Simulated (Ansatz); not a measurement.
# How the conductance of Cu/HfO2/Cu changes with thickness, part 3 of 6

Wanted: T(E), the conductance and its decay constant for Cu/HfO2/Cu. Both electrodes are Cu fcc(001) sqrt2 x sqrt2; the barrier is HfO2 fluorite(001) (O2 and Hf faces). In the first transport cell, after relaxation, the nearest pair of electrode and barrier is Cu–O at 1.89 Å, along the normal, at the lower face and Cu–Hf at 2.59 Å, along the normal, at the upper one. All share a net of side 3.63 Å, which strains the lower electrode by +0.0 % and the barrier by +1.1 %, against typed lattice constants near PBE's. The first steps treat the bulk electrodes alone.

Ansatz 0.2.0; PBE DFT, plane waves, PAW files (the session's first sound run).

So far. Step 3 (Relaxing the interfaces): The largest force component on a free atom ends at 0.0069 eV/Å. The work functions of the outer faces are 4.49 and 4.63 eV.

### Step 4. Transmission over a wide range of energy

This step: PBE DFT, plane waves, PAW files; ballistic transmission by layer matching between semi-infinite leads (Ansatz 0.2.0).

System of this step: Cu/HfO2/Cu. The cell holds 53 atoms: 44 Cu, 6 O and 3 Hf. Cell: a = 3.630 Å, b = 3.630 Å, c = 60.735 Å, α = 90.0°, β = 90.0°, γ = 90.0°. Regions: left electrode, 22 atoms (22 Cu); barrier, 9 atoms (6 O and 3 Hf); right electrode, 22 atoms (22 Cu). Vacuum lies along c.

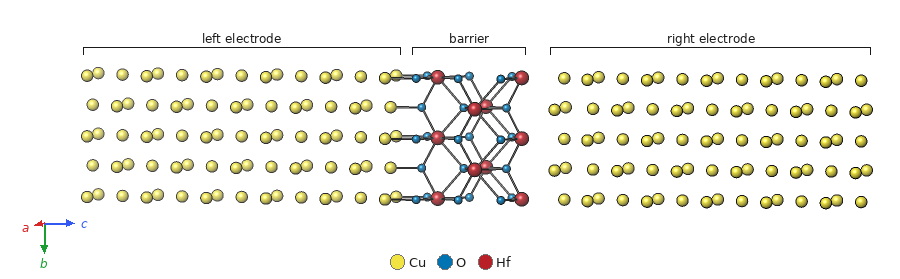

The cell of this step (copper yellow, oxygen blue, hafnium red). 1×2×1 cells are drawn. Some periodic images of atoms are drawn too.

The relaxed core is set between ideal electrode layers (this cell holds 6 atomic planes between the electrodes; where that differs from the relaxed slab, whole periods were copied in or cut out without a new relaxation), which the solver continues as semi-infinite leads. A wide energy window on a coarse mesh (10×10) shows where the Fermi level lies against the barrier's bands; the projected density of states shows how far the metals' states reach in.

input.yaml reads:

```yaml
crystal:
  lattice:
    - [3.63, 0.0, 0.0]
    - [0.0, 3.63, 0.0]
    - [0.0, 0.0, 60.734926565]
  atoms:
    - { symbol: Cu, position: [0.0, 0.0, 0.1152549348] }
    - { symbol: Cu, position: [0.5, 0.5, 0.1152549348] }
    - { symbol: Cu, position: [0.5, 0.0, 0.1450894845] }
    - { symbol: Cu, position: [0.0, 0.5, 0.1450894845] }
    - { symbol: Cu, position: [0.0, 0.0, 0.1749240341] }
    - { symbol: Cu, position: [0.5, 0.5, 0.1749240341] }
    - { symbol: Cu, position: [0.5, 0.0, 0.2047585838] }
    - { symbol: Cu, position: [0.0, 0.5, 0.2047585838] }
    - { symbol: Cu, position: [0.0, 0.0, 0.2345931335] }
    - { symbol: Cu, position: [0.5, 0.5, 0.2345931335] }
    - { symbol: Cu, position: [0.5, 0.0, 0.2644276832] }
    - { symbol: Cu, position: [0.0, 0.5, 0.2644276832] }
    - { symbol: Cu, position: [0.0, 0.0, 0.2942622329] }
    - { symbol: Cu, position: [0.5, 0.5, 0.2942622329] }
    - { symbol: Cu, position: [0.5, 0.0, 0.3240967826] }
    - { symbol: Cu, position: [0.0, 0.5, 0.3240967826] }
    - { symbol: Cu, position: [0.0, 0.0, 0.3539313323] }
    - { symbol: Cu, position: [0.5, 0.5, 0.3539313323] }
    - { symbol: Cu, position: [0.5, 0.0, 0.3837658819] }
    - { symbol: Cu, position: [0.0, 0.5, 0.3837658819] }
    - { symbol: Cu, position: [0.0, 0.0, 0.4135025496] }
    - { symbol: Cu, position: [0.5, 0.5, 0.4135025496] }
    - { symbol: O, position: [0.0, 0.0, 0.4446916068] }
    - { symbol: O, position: [0.5, 0.5, 0.4446916068] }
    - { symbol: Hf, position: [0.5, 0.0, 0.4606920537] }
    - { symbol: O, position: [0.0, 0.0, 0.48683721] }
    - { symbol: O, position: [0.5, 0.5, 0.48683721] }
    - { symbol: Hf, position: [0.0, 0.5, 0.5033306229] }
    - { symbol: O, position: [0.0, 0.0, 0.5294851905] }
    - { symbol: O, position: [0.5, 0.5, 0.5294851905] }
    - { symbol: Hf, position: [0.5, 0.0, 0.5447853676] }
    - { symbol: Cu, position: [0.5, 0.0, 0.5874566621] }
    - { symbol: Cu, position: [0.0, 0.5, 0.5833146619] }
    - { symbol: Cu, position: [0.0, 0.0, 0.6162341181] }
    - { symbol: Cu, position: [0.5, 0.5, 0.6162341181] }
    - { symbol: Cu, position: [0.5, 0.0, 0.6460686677] }
    - { symbol: Cu, position: [0.0, 0.5, 0.6460686677] }
    - { symbol: Cu, position: [0.0, 0.0, 0.6759032174] }
    - { symbol: Cu, position: [0.5, 0.5, 0.6759032174] }
    - { symbol: Cu, position: [0.5, 0.0, 0.7057377671] }
    - { symbol: Cu, position: [0.0, 0.5, 0.7057377671] }
    - { symbol: Cu, position: [0.0, 0.0, 0.7355723168] }
    - { symbol: Cu, position: [0.5, 0.5, 0.7355723168] }
    - { symbol: Cu, position: [0.5, 0.0, 0.7654068665] }
    - { symbol: Cu, position: [0.0, 0.5, 0.7654068665] }
    - { symbol: Cu, position: [0.0, 0.0, 0.7952414162] }
    - { symbol: Cu, position: [0.5, 0.5, 0.7952414162] }
    - { symbol: Cu, position: [0.5, 0.0, 0.8250759659] }
    - { symbol: Cu, position: [0.0, 0.5, 0.8250759659] }
    - { symbol: Cu, position: [0.0, 0.0, 0.8549105155] }
    - { symbol: Cu, position: [0.5, 0.5, 0.8549105155] }
    - { symbol: Cu, position: [0.5, 0.0, 0.8847450652] }
    - { symbol: Cu, position: [0.0, 0.5, 0.8847450652] }
kpoints:
  mp_grid: { grid: [8, 8, 1] }
scf:
  occupations: { method: fermi_dirac, width: 0.1 }
  max_iter: 150
hamiltonian:
  xc: pbe
output:
  transmission:
    kmesh: [10, 10]
    e_range: [-3, 3]
    de: 0.1
    leads: [[8, 10], [41, 43]]
  dos: { projected: true, e_range: [-6, 5], de: 0.05 }
  write_potential: true
  write_density: true
  volumetric_format: npy
  elf: true
```

Run with:

```console
$ ansatz run input.yaml --threads 8 --pin off --max-ram 24576MiB --backend cpu --events-out ev --progress --plain --runs-dir out
```

Numbers of over 12 decimals in the logs are rounded to 6 here.

The program printed:

```text
[...]
Crystal: 53 atoms, lattice volume = 800.298 Å³
Basis set: ecut = 420 eV, 15507 PW (Γ)
Bands: 570, of which v1, the nominal top of the filled ones, is band 475 counted from 1 (474 counted from 0)
Symmetry: 8 space group operations
[...]
k-points: 15 of 64
[...]
SCF iter   1: F=—  HF=-342087.634821 eV  |F-HF|=—  |Δ(HF+E_count)|=         —  Δρ=2.82e-2  dr2=9.58e2  ethr=1.77e-3  ⟨swp⟩=6.1  Hψ=31533  notcnv=0  defer=395
[...]
SCF iter  15: F=-342084.871286 eV  HF=-342084.871286 eV  |F-HF|=6.93e-9  |Δ(HF+E_count)|=   7.34e-8  Δρ=8.88e-7  dr2=1.98e-8  ethr=1.05e-11  ⟨swp⟩=4.3  Hψ=20196  notcnv=0
SCF 1 converged in 15 iterations: F = -342084.871286 eV  dr2 = 1.98e-8
[...]
transmission: 110 of 1092 steps passed
transmission: 230 of 1092 steps passed
[...]
transmission: 1092 of 1092 steps passed
WARN: The output density's exchange-correlation potential varies sharply where the density is thin. Do not read a vacuum level from v_tot or v_xc, or from such a field of the output density. On a cell that repeats whose density bears no net charge and no dipole along the vacuum's axis use v_es (v_loc + v_h of the components); under efield.dipole_correction with no amplitude use v_es + v_field, which holds any externa [...]
SCF converged after 15 iterations
Free energy (F): -342084.871286 eV
[...]
Internal energy: -342084.332845 eV  (E = F + TS)
E sigma→0 (E₀):  -342084.602065 eV
Entropy (-TS):   -0.538442 eV (-10.159 meV/atom)
Fermi energy:    11.998695 eV
[...]
--- Band table (eV; the first three rows and the last of 15) ---
  k-point 0: bands = [... 471 lower, 11.4858, 12.3701, 12.4646, 13.2049, 13.2176, 13.6261, 13.6261, 13.6694, ... 91 higher]
  k-point 1: bands = [... 471 lower, 11.9306, 12.5989, 12.6504, 12.7807, 12.8841, 13.0765, 13.1971, 13.6339, ... 91 higher]
  k-point 2: bands = [... 471 lower, 11.6192, 11.6927, 11.8459, 12.0082, 12.2194, 12.5895, 12.5940, 12.7788, ... 91 higher]
  k-point 14: bands = [... 471 lower, 11.6132, 11.6139, 11.6182, 11.6182, 11.6272, 11.6534, 11.6614, 11.6614, ... 91 higher]
--- Transmission ---
  basis      : 113 plane waves across, 52 finite elements along
  points     : 21, standing for a mesh of 10 x 10
  energies   : 61 from -3.000000 to 3.000000 eV about the Fermi level, 0.100000 eV apart; the leads are filled to 0.000000 eV, and channels, transmission and decay are at 0.000000 eV
  crystal 0  : Cu2, at the sites [8, 10], period 1.8120 Å, over 19.93 Å; its Hamiltonian steps by up to 20.8 meV
    offset         : up to 0.0000 Å between an atom of the period and one for which it stands
    channels       : 1.770000e0 a spin
    conductance    : none, the energies end too early or step too widely for 300 K: set another output.transmission.e_range or a lower de, or, where they end at an eighth of basis.ecutwfc, a higher one
    slowest decay  : 0.6873 /Å at (0.5000, 0.5000)
[...]
channels       : 1.770000e0 a spin
[...]
slowest decay  : 0.6897 /Å at (0.5000, 0.5000)
  junction   : crystal 0 to crystal 1, 16.27 to 44.47 Å
    transmission   : 1.311323e-3 a spin
[...]
```

It took 11 min on 8 threads of Arm Neoverse V2, shared host; peak memory 13 GiB.

Numbers from this step:

| Quantity | Value |
| --- | --- |
| free energy | -342084.8713 eV |
| Fermi energy | 12.00 eV |
| level to which the leads are filled | 0 eV from the Fermi level |
| transmission at the Fermi level (a spin, zone mean) | 0.001311 |
| channels of the lower lead | 1.77 |
| channels of the upper lead | 1.77 |
| potential step in the lower lead | 20.8 meV |
| potential step in the upper lead | 8.7 meV |

One spin. The transmission, zone mean by energy, zero at the Fermi level:

| energy (eV) | transmission, zone mean |
| --- | --- |
| -3.000 | 0.140 |
| -2.500 | 0.0800 |
| -2.000 | 0.0117 |
| -1.700 | 0.0145 |
| -1.500 | 0.00589 |
| -1.000 | 0.00754 |
| -0.500 | 0.00244 |
| 0.000 | 0.00131 |
| 0.500 | 0.00125 |
| 1.000 | 0.00129 |
| 1.500 | 0.00103 |
| 2.000 | 0.00205 |
| 2.500 | 0.0194 |
| 3.000 | 0.0287 |

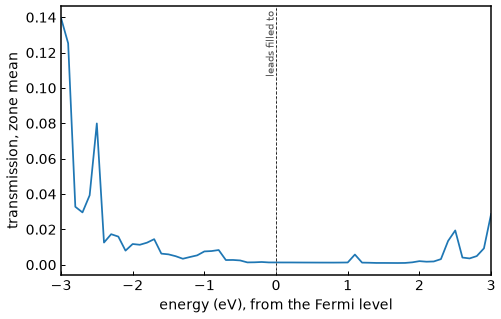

Transmission, zone mean, plotted against energy.

One spin. The open channels, zone mean by energy, zero at the Fermi level:

| energy (eV) | lower lead | upper lead |
| --- | --- | --- |
| -3.0000 | 3.31 | 3.35 |
| -2.8000 | 3.76 | 3.76 |
| -2.5000 | 3.54 | 3.7 |
| -2.3000 | 4.26 | 4.42 |
| -2.0000 | 4.08 | 4.08 |
| -1.8000 | 4.2 | 4.32 |
| -1.5000 | 2.33 | 1.65 |
| -1.3000 | 1.37 | 1.33 |
| -1.0000 | 1.61 | 1.61 |
| -0.8000 | 1.61 | 1.61 |
| -0.5000 | 1.73 | 1.73 |
| -0.3000 | 1.69 | 1.69 |
| 0.0000 | 1.77 | 1.77 |
| 0.2000 | 1.85 | 1.85 |
| 0.5000 | 1.93 | 1.93 |
| 0.7000 | 1.85 | 1.85 |
| 1.0000 | 1.97 | 1.97 |
| 1.2000 | 1.89 | 1.89 |
| 1.5000 | 1.9 | 1.9 |
| 1.7000 | 1.94 | 1.94 |
| 2.0000 | 1.86 | 1.86 |
| 2.2000 | 1.9 | 1.9 |
| 2.5000 | 1.58 | 1.58 |
| 2.7000 | 1.66 | 1.66 |
| 3.0000 | 1.42 | 1.42 |

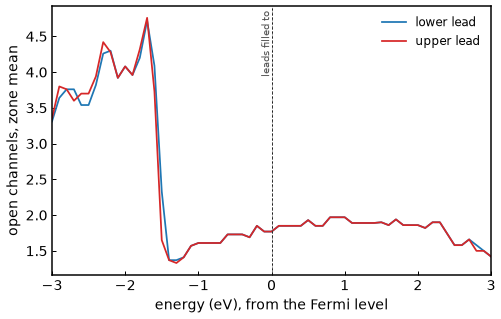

Open channels, zone mean, plotted against energy.

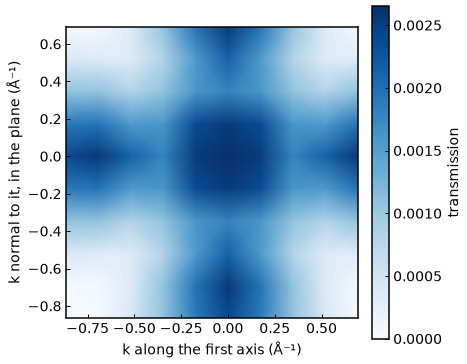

Transmission over k1 and k2. At 0.0000 eV from the Fermi level.

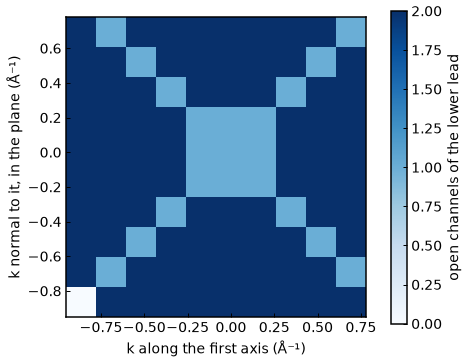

Open channels of the lower lead over k1 and k2. At 0.0000 eV from the Fermi level.

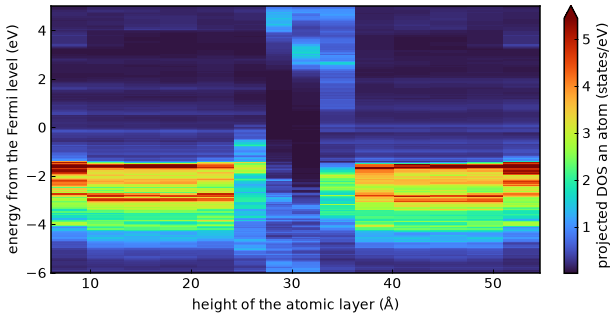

Projected DOS an atom over height of the atomic layer and energy from the Fermi level. Layers: Cu2 Cu2 Cu2 Cu2 Cu2 Cu2 Cu2 Cu2 Cu2 Cu2 Cu2 O2 Hf O2 Hf O2 Hf Cu2 Cu2 Cu2 Cu2 Cu2 Cu2 Cu2 Cu2 Cu2 Cu2 Cu2; projections on atoms miss part of the total, and the computed bands can run out at the top of the range; a column is the mean of 2 neighbouring layers, the last of those left over.

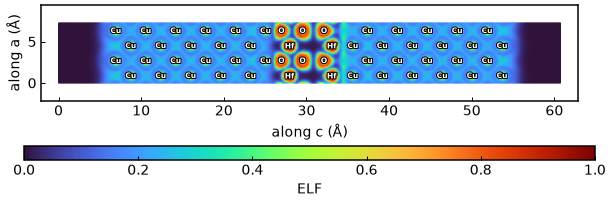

ELF in the ca plane at fractional y = 0.000, with atoms of Cu and O and Hf within 0.2 Å of it. It is the smooth field of the valence electrons, not physical close to the nuclei. The map starts off the cell's origin, so that atoms lie inside it.

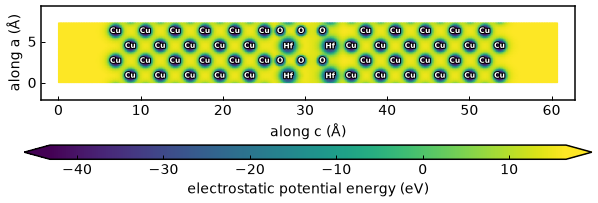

Electrostatic potential energy in the ca plane at fractional y = 0.000, with atoms of Cu and O and Hf within 0.2 Å of it. With pseudopotentials it is smooth inside the atoms' cores, unlike the true potential. The map starts off the cell's origin, so that atoms lie inside it.

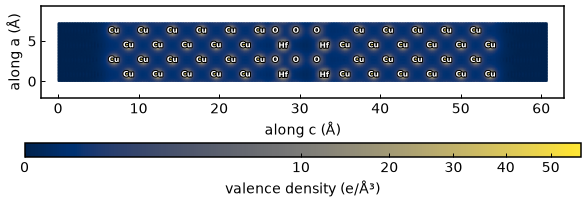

Valence density in the ca plane at fractional y = 0.000, with atoms of Cu and O and Hf within 0.2 Å of it. It is the smooth field of the valence electrons, not physical close to the nuclei. The map starts off the cell's origin, so that atoms lie inside it. The colour scale is stretched toward low values.

At the Fermi level the transmission is 0.0013, as a zone mean for one spin on this coarse mesh. At the Fermi level the layers of this cell's barrier hold from 0.0047 to 0.48 states an eV and atom. In the worse lead the potential repeats within 21 meV, which the program lets pass.

[end of part 3 of 6]

[Logs are printed without paths, hosts, clocks, repeated set-up lines and the standing remarks that a program may print on its own settings, such as how far it seeks lower states.]

[Hosts, paths, dates, database ids (printed as entryN), source tags and the programs' standing remarks are cut or masked in the printed files.]
